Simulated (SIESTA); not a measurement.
## A series of single points on MgS

System: MgS (F-43m, 2 atoms in the cell).
Method: Kohn-Sham DFT of a periodic cell, LDA, PseudoDojo 0.4 standard, converted to PSML, no spin polarisation (SIESTA 5.4.2).

The 7 runs differ only in the geometry, by an even scaling of the cell at fixed fractional positions. The structure derives from a Materials Project entry.

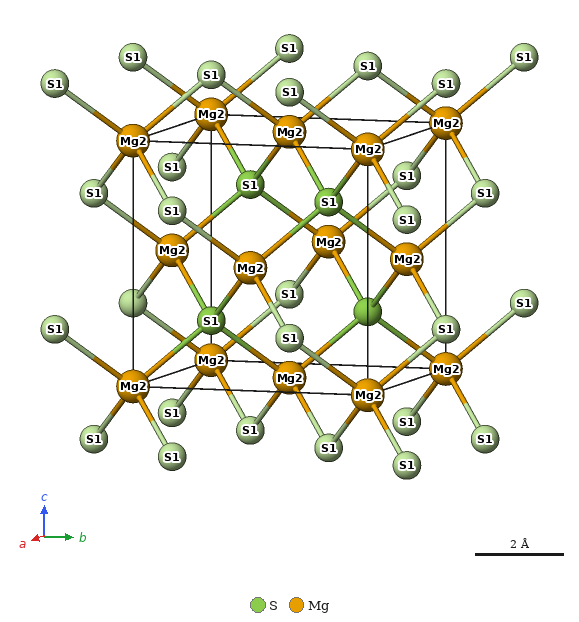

Figure 1. The structure of run 4 (ball-and-stick view of the cell 4 times as large as that of the calculation, set on its symmetry axes, seen slightly off an axis; neighbours outside the cell are drawn fainter; atoms are numbered from 1 in the order of the input). An atom can appear more than once, as a periodic image.

### Input of run 4
```
SystemName                      MgS
SystemLabel                     MgS
NumberOfSpecies                 2
NumberOfAtoms                   2
%block ChemicalSpeciesLabel
  1  16 S
  2  12 Mg
%endblock ChemicalSpeciesLabel

LatticeConstant                 1.0 Ang
%block LatticeVectors
     0.0000000000     2.8331200468     2.8331200468
     2.8331200468     0.0000000000     2.8331200468
     2.8331200468     2.8331200468     0.0000000000
%endblock LatticeVectors
AtomicCoordinatesFormat         Fractional
%block AtomicCoordinatesAndAtomicSpecies
     0.2500000000     0.2500000000     0.2500000000  1  S
     0.0000000000     0.0000000000     0.0000000000  2  Mg
%endblock AtomicCoordinatesAndAtomicSpecies

%block kgrid.MonkhorstPack
    8   0   0  0.0
    0   8   0  0.0
    0   0   8  0.0
%endblock kgrid.MonkhorstPack
XC.Functional                   LDA
XC.Authors                      PW92
PAO.BasisSize                   DZP
PAO.EnergyShift                 0.003 Ry
Mesh.Cutoff                     800 Ry
OccupationFunction              FD
ElectronicTemperature           0.05 eV
MaxSCFIterations                120
SCF.MustConverge                false
SCF.Mixer.Method                Pulay
SCF.Mixer.Weight                0.25
SCF.Mixer.History               8
SCF.DM.Tolerance                5.0e-05
SCF.H.Tolerance                 1.0e-03 eV
WriteForces                     true
Charge.Mulliken                 end
BandLinesScale                  ReciprocalLatticeVectors
%block BandLines
    1    0.000000   0.000000   0.000000  \Gamma
   12    0.500000   0.000000   0.500000  X
    6    0.500000   0.250000   0.750000  W
    4    0.375000   0.375000   0.750000  K
   13    0.000000   0.000000   0.000000  \Gamma
   11    0.500000   0.500000   0.500000  L
    8    0.625000   0.250000   0.625000  U
    4    0.500000   0.250000   0.750000  W
    9    0.500000   0.500000   0.500000  L
    8    0.375000   0.375000   0.750000  K
    1    0.625000   0.250000   0.625000  U
    4    0.500000   0.000000   0.500000  X
%endblock BandLines
%block PAO.Basis
  Mg 4
  n=2 0 2
    2.614 0.000
  n=3 0 2
    8.196 0.000
  n=2 1 2
    2.949 0.000
  n=3 1 1
    8.196
%endblock PAO.Basis
```

Command:
```bash
siesta MgS.fdf > MgS.out 2>&1
```

Run 5 has the same physical settings and fractional positions; its lattice vectors (Å) are:
```
   0.000000    2.851883    2.851883
   2.851883    0.000000    2.851883
   2.851883    2.851883    0.000000
```

### Results, with one run withheld

| run | volume per atom (Å³) | free energy per atom, from the lowest run given (meV) | pressure (GPa) | gap on the mesh (eV) |
| --- | --- | --- | --- | --- |
| 1 | 21.376 | 13.17 | 3.65 | 3.50 |
| 2 | 21.831 | 4.95 | 2.17 | 3.39 |
| 3 | 22.285 | 0.69 | 0.85 | 3.29 |
| 4 | 22.740 | 0.00 | −0.34 | 3.19 |
| 5 | 23.195 | ? | ? | ? |
| 6 | 23.650 | 8.08 | −2.42 | 3.00 |
| 7 | 24.105 | 16.21 | −3.30 | 2.91 |

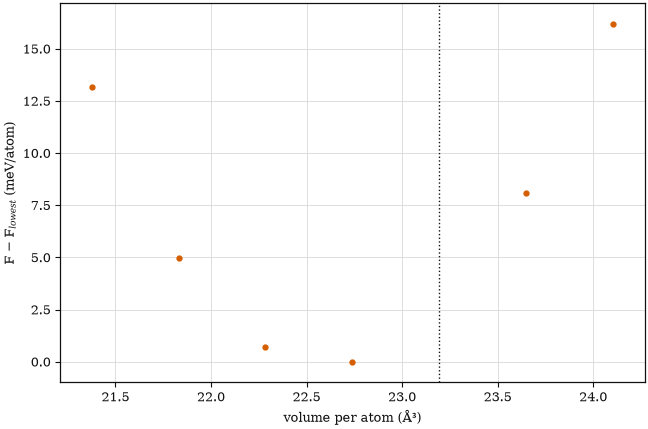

Figure 2. Free energy per atom of the runs given; the dotted line marks run 5.

What should run 5 give?

A cubic polynomial in V^(−2/3) (the Birch–Murnaghan form), fitted to the 6 runs given, misses them by at most 0.01 meV per atom. With x = V^(−2/3) − 0.12499 Å⁻², it reads F = −0.13487 − 122.75 x + 5.9258e+05 x² + 75921 x³ (meV per atom). At run 5 it gives 2.57 meV per atom, and the run itself gives 2.57. The slope of the fit gives a pressure −dF/dV of −1.44 GPa there, and the run prints −1.44 GPa. The fit has its minimum at 22.602 Å³ per atom, where V d²F/dV² gives 58.4 GPa: the bulk modulus at this level, since symmetry fixes the shape and the positions. The gap on the mesh goes, without turning, from 3.50 eV in run 1 to 2.91 eV in run 7; run 5 has 3.09 eV. These are gaps of this functional on this mesh, which can miss the band edges; they aren't the measured gap.

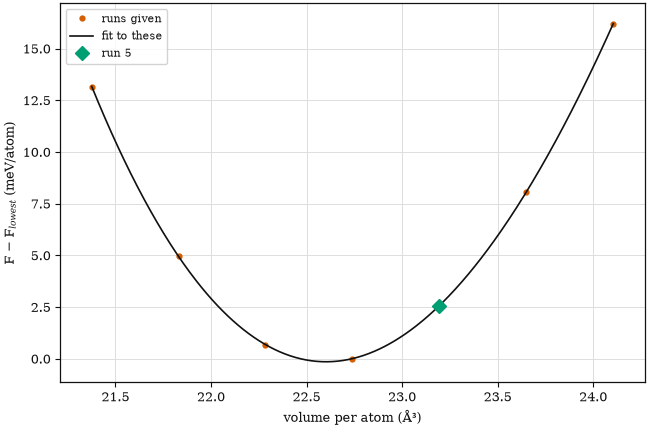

Figure 3. The fit and the withheld run.

### Some lines of the output (run 5)
```
[...]
outcell: Cell volume (Ang**3)        :     46.3901
stepf: Fermi-Dirac step function
siesta: Etot    =     -1915.468709
siesta: FreeEng =     -1915.468709
        iscf     Eharris(eV)        E_KS(eV)     FreeEng(eV)     dDmax    Ef(eV) dHmax(eV)
siesta: E_KS(eV) =            -1916.0775
siesta: E_KS - E_eggbox =     -1916.0775
siesta: Etot    =     -1916.077474
siesta: FreeEng =     -1916.077474
siesta:         Fermi =      -4.476152
siesta: Cell volume =         46.390078 Ang**3
    Orbital volume contribution        =           1.609971 eV
```

Notes: Points of doubt noted for this run: mulliken charges of long orbitals. With a small basis of atomic orbitals these values can differ much from converged plane-wave results.
